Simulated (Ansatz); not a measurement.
HfC47: single-point calculation (part 2 of 2)

Continued. System: HfC47 (defect cell, 48 atoms in the cell). Method: DFT PBE, scalar-relativistic, plane waves, PAW, spin-polarised (Ansatz 0.2.0); cutoff 420 eV, 2×2×2 k-mesh, Gaussian smearing of 0.05 eV, collinear spins. The structure derives from an entry of the Crystallography Open Database.

## The program's output, continued
```
--- Forces (eV/Å), atoms counted from 1 ---
  atom   1  Hf    -0.02457982     0.01873405    -0.02919609
  atom   2  C     -0.01252425     0.00228772     0.02268513
  atom   3  C     -0.01199062    -0.01401566    -0.01392571
  atom   4  C      0.00472522    -0.00262695     0.00862089
  atom   5  C     -0.01298457     0.00300954     0.01796079
  atom   6  C      0.00374986    -0.00303205     0.01129426
  atom   7  C      0.01596165     0.00183209    -0.00675248
  atom   8  C      0.00454444    -0.01144096    -0.02368960
  atom   9  C      0.01578600     0.00820476     0.00716925
  atom  10  C      0.00245945    -0.01171098     0.03104532
  atom  11  C     -0.00907594    -0.01014988     0.01354448
  atom  12  C     -0.00249729     0.01322068    -0.04931455
  atom  13  C      0.01276744     0.00192872     0.00865874
  atom  14  C      0.01030900     0.00963958     0.00163231
  atom  15  C     -0.01944699     0.01066254    -0.00825159
  atom  16  C     -0.00275183     0.00512468     0.01396201
  atom  17  C     -0.00135007     0.01146604    -0.00335498
  atom  18  C      0.00310139     0.00059289    -0.00014055
  atom  19  C      0.00139005    -0.00074789    -0.01304177
  atom  20  C     -0.01177951     0.00209148    -0.01717958
  atom  21  C     -0.02460426    -0.01136149    -0.02669760
  atom  22  C      0.00606274    -0.00290128     0.00316996
  atom  23  C      0.01469017     0.00421366     0.01428459
  atom  24  C      0.01238618     0.01148836    -0.04105163
  atom  25  C      0.02785847     0.01477298     0.01752413
  atom  26  C      0.01783346    -0.00832544    -0.00092899
  atom  27  C      0.00184530    -0.01834254    -0.01045095
  atom  28  C      0.00941252     0.00211024    -0.00550228
  atom  29  C      0.01547858     0.00210369     0.00785513
  atom  30  C     -0.01235428     0.00324650    -0.01602776
  atom  31  C     -0.00534674     0.00205433    -0.02065667
  atom  32  C     -0.02028052     0.00327889    -0.01310618
  atom  33  C     -0.00539117     0.00018545     0.03161569
  atom  34  C      0.00376662     0.00820440    -0.00599782
  atom  35  C      0.00343412    -0.00570332     0.00444363
  atom  36  C     -0.00673767     0.01518841     0.00815861
  atom  37  C     -0.01706425    -0.00688186     0.00309602
  atom  38  C     -0.01805971    -0.00490867     0.00316584
  atom  39  C      0.01148701    -0.02109627     0.00903187
  atom  40  C     -0.00498610    -0.00537236    -0.02021273
  atom  41  C      0.00132192    -0.00196723     0.01074445
  atom  42  C      0.00495924     0.00383075     0.01099651
  atom  43  C     -0.00148306    -0.00000913     0.01974687
  atom  44  C      0.00787011    -0.00416560     0.00222581
  atom  45  C      0.00981192    -0.00464638     0.02602286
  atom  46  C     -0.00561434    -0.00628599     0.00484723
  atom  47  C     -0.01050403    -0.00083611    -0.01963560
  atom  48  C      0.01839306    -0.00293223     0.03161349
  max |Σ_I F_I| component: 1.22e-5 eV/Å
--- Band table (eV; the first three rows and the last of 16) ---
  k-point 0 ↑: bands = ["-53.6576", "-22.7100", "-22.6262", "-22.3553", "-11.8978", "-11.4018", "-10.1034", "-9.9866", "-9.9330", "-9.8307", "-9.8174", "-9.7776", "-9.7559", "-9.7010", "-9.6657", "-9.4150", "-9.3929", "-8.0838", "-6.6383", "-6.6080", "-6.5821", "-6.3345", "-6.3087", "-5.9156", "-5.5629", "-5.5555", "-5.5487", "-5.1551", "-5.1174", "-5.0645", "-4.9407", "-4.9173", "-4.9019", "-4.8869", "-4.7171", "-4.3594", "-4.3259", "-3.6999", "-3.6861", "-3.5676", "-3.5528", "-3.5289", "-3.5160", "-3.5003", "-2.8542", "-2.8312", "-2.3014", "-2.1939", "-1.4145", "-0.7537", "-0.1518", "-0.1511", "-0.1252", "-0.0630", "-0.0571", "-0.0231", "0.0530", "0.0671", "0.0944", "0.5111", "0.5171", "1.0928", "1.1740", "1.1831", "1.2237", "1.2882", "1.2976", "1.3033", "1.3157", "1.3316", "1.3390", "1.3616", "1.3744", "1.3812", "1.4187", "1.4534", "1.5153", "1.5401", "1.5955", "1.6605", "1.9965", "2.1246", "2.2354", "2.2881", "2.5942", "2.6141", "2.6951", "3.0318", "3.2829", "3.6877", "3.9922", "4.0498", "4.6387", "4.6675", "4.7994", "4.9224", "5.1209", "5.2581", "5.3350", "5.6768", "6.0203", "6.4711", "6.6209", "6.9875", "7.2751", "7.4993", "7.5233", "8.0456", "8.1509", "8.3929", "8.8434", "9.0849", "9.1902", "9.2387", "9.7159", "10.0140", "10.3934", "11.0179", "11.2620", "11.9096", "12.8832", "13.0113", "13.0995", "13.5494", "13.8245"]
  k-point 1 ↑: bands = ["-53.6576", "-22.7100", "-22.6262", "-22.3553", "-11.4803", "-11.3472", "-11.0488", "-10.8249", "-10.3622", "-10.3516", "-10.0544", "-9.6343", "-8.5199", "-8.5094", "-8.4439", "-8.4253", "-8.2736", "-8.1283", "-8.0655", "-7.7734", "-7.5497", "-7.5165", "-7.0228", "-6.5174", "-6.2268", "-6.1449", "-5.9648", "-5.2369", "-5.0908", "-4.9421", "-4.7705", "-3.8492", "-3.7071", "-3.6903", "-3.6063", "-3.5786", "-3.5564", "-3.5205", "-3.4966", "-3.0091", "-3.0039", "-2.9377", "-2.9230", "-2.8123", "-2.8077", "-2.7777", "-2.7023", "-2.6925", "-2.4852", "-1.9023", "-1.2623", "-1.2589", "-0.9305", "-0.8425", "-0.5865", "-0.4881", "-0.4273", "-0.2744", "-0.0995", "0.1917", "0.2459", "0.2529", "0.3140", "0.6746", "1.0634", "1.0770", "1.1505", "1.1661", "1.1803", "1.3064", "1.4981", "1.5701", "1.6578", "1.7537", "1.7965", "2.1023", "2.3231", "2.5965", "2.6555", "2.6640", "2.8259", "2.9406", "2.9711", "2.9985", "3.0370", "3.4828", "3.5387", "3.5699", "3.6557", "3.6973", "3.7489", "3.8328", "4.0063", "4.1889", "4.2137", "4.3214", "4.3746", "4.8002", "5.1327", "5.4189", "5.4920", "5.6135", "6.0155", "6.3134", "6.5402", "6.8435", "7.4138", "8.7376", "8.9824", "9.4583", "9.6814", "9.7404", "10.1843", "10.4663", "10.6568", "10.8300", "10.9692", "11.2305", "11.2705", "11.3180", "11.3842", "11.5917", "11.6989", "12.0049", "12.2721"]
  k-point 2 ↑: bands = ["-53.6576", "-22.7100", "-22.6262", "-22.3553", "-11.4709", "-11.2936", "-11.0986", "-10.8424", "-10.4014", "-10.3469", "-10.0321", "-9.6251", "-8.5388", "-8.5223", "-8.4521", "-8.4297", "-8.2440", "-8.1164", "-8.0579", "-7.7531", "-7.5519", "-7.5219", "-7.0227", "-6.5132", "-6.2591", "-6.0985", "-5.9905", "-5.2376", "-5.0726", "-4.9657", "-4.7642", "-3.8526", "-3.7071", "-3.6916", "-3.6058", "-3.5795", "-3.5559", "-3.5208", "-3.4963", "-3.0115", "-3.0025", "-2.9368", "-2.9292", "-2.8183", "-2.8128", "-2.7652", "-2.7015", "-2.6935", "-2.4811", "-1.9016", "-1.2589", "-1.2560", "-0.9303", "-0.8468", "-0.5921", "-0.4755", "-0.4157", "-0.1085", "0.1082", "0.2204", "0.2384", "0.2657", "0.3189", "0.6760", "1.0478", "1.0727", "1.1127", "1.1538", "1.1725", "1.1854", "1.2585", "1.3112", "1.4218", "1.5915", "1.7275", "2.4213", "2.5703", "2.5950", "2.6621", "2.7242", "2.8342", "2.9415", "2.9505", "2.9945", "3.0235", "3.2594", "3.3295", "3.4728", "3.5770", "3.6831", "3.7190", "3.8139", "4.2399", "4.2797", "4.4916", "4.5658", "4.6058", "4.8925", "5.1381", "5.3147", "5.5070", "5.6106", "6.0531", "6.1479", "6.4936", "6.7893", "7.5060", "8.7381", "8.9490", "9.2663", "9.7753", "9.9128", "10.2235", "10.3058", "10.4440", "10.9256", "10.9501", "11.0744", "11.1190", "11.4133", "11.6504", "11.7765", "11.9012", "12.0091", "12.7322"]
  k-point 7 ↓: bands = ["-53.6576", "-22.7100", "-22.6262", "-22.3553", "-11.4362", "-11.2828", "-11.1268", "-10.8735", "-10.3921", "-10.3762", "-10.0120", "-9.6094", "-8.5468", "-8.5193", "-8.4844", "-8.4578", "-8.2140", "-8.1028", "-8.0402", "-7.7402", "-7.5409", "-7.5301", "-7.0365", "-6.5143", "-6.2265", "-6.1162", "-5.9918", "-5.2398", "-5.0763", "-4.9637", "-4.7738", "-3.8519", "-3.7069", "-3.6911", "-3.6061", "-3.5804", "-3.5557", "-3.5207", "-3.4978", "-3.0135", "-3.0050", "-2.9574", "-2.9410", "-2.7991", "-2.7949", "-2.7580", "-2.7011", "-2.6933", "-2.4808", "-1.8994", "-1.2648", "-1.2592", "-0.9335", "-0.8446", "-0.5852", "-0.4836", "-0.4128", "0.1042", "0.2403", "0.2512", "0.2581", "0.3106", "0.4948", "0.6706", "0.9300", "0.9470", "0.9940", "1.0838", "1.0996", "1.1608", "1.1786", "1.1960", "1.2876", "1.3715", "1.6922", "2.5824", "2.5935", "2.6612", "2.7035", "2.7844", "2.8319", "2.9459", "2.9604", "2.9955", "3.0210", "3.1635", "3.1852", "3.3155", "3.5646", "3.5768", "3.6920", "3.8294", "4.4884", "4.6041", "4.6203", "4.8275", "4.8505", "4.8695", "5.1535", "5.2138", "5.4161", "5.7153", "5.8188", "6.0629", "6.5193", "6.7992", "7.5414", "8.6472", "9.0134", "9.1570", "9.7336", "10.0153", "10.1354", "10.1646", "10.4287", "10.9070", "10.9500", "11.0539", "11.3476", "11.4792", "11.6829", "11.8469", "11.9307", "12.1106", "12.5987"]
--- Löwdin populations: 48 sites ---
  site symbol       q [e]    m [muB]
     0     Hf     24.9814     0.0000
     1      C      3.9635    -0.0000
     2      C      3.9608    -0.0000
     3      C      3.9602    -0.0000
     4      C      3.9580    -0.0000
     5      C      3.9599    -0.0000
     6      C      3.9624    -0.0000
     7      C      3.9601    -0.0000
     8      C      3.9579    -0.0000
     9      C      3.9797    -0.0000
    10      C      3.9810    -0.0000
    11      C      3.9617    -0.0000
    12      C      3.9620    -0.0000
    13      C      4.0302    -0.0000
    14      C      3.9775     0.0000
    15      C      3.9629     0.0000
    16      C      3.9631     0.0000
    17      C      3.9618     0.0000
    18      C      3.9649    -0.0000
    19      C      3.9677    -0.0000
    20      C      3.9924     0.0000
    21      C      3.9613     0.0000
    22      C      3.9761     0.0000
    23      C      3.9921     0.0000
    24      C      4.1708     0.0000
    25      C      3.9878     0.0000
    26      C      4.1790     0.0000
    27      C      3.9682     0.0000
    28      C      3.9651     0.0000
    29      C      3.9822     0.0000
    30      C      3.9628     0.0000
    31      C      3.9651     0.0000
    32      C      3.9678     0.0000
    33      C      4.0185     0.0000
    34      C      3.9657     0.0000
    35      C      4.1722     0.0000
    36      C      3.9781     0.0000
    37      C      3.9958     0.0000
    38      C      3.9986     0.0000
    39      C      3.9654    -0.0000
    40      C      3.9736    -0.0000
    41      C      3.9726    -0.0000
    42      C      3.9799    -0.0000
    43      C      3.9717    -0.0000
    44      C      3.9843     0.0000
    45      C      3.9792    -0.0000
    46      C      3.9676    -0.0000
    47      C      4.0431    -0.0000
  spilling = 0.007412 (of n_electrons = 214.000000)
--- Band densities, each state counted as filled ---
  window                                       electrons  max residual (eV)  cut levels
  e_range: [-0.73, -0.12]            1.750000 + 1.750000             9.6e-7           0
  e_range: [0.12, 0.73]              0.750000 + 0.750000             2.7e-5           0
```

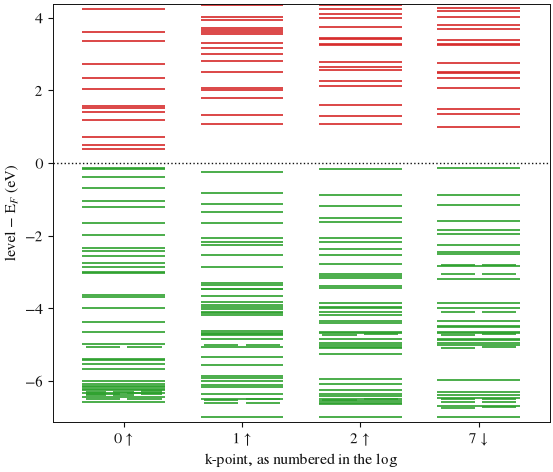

Kohn–Sham levels near the Fermi level (dotted) at the few k-points that the log prints; levels within 0.02 eV of each other stand side by side. Among these points the highest filled and lowest empty levels are 0.50 eV apart; the gap on the full mesh, 0.26 eV, has an edge at a point that isn't printed.
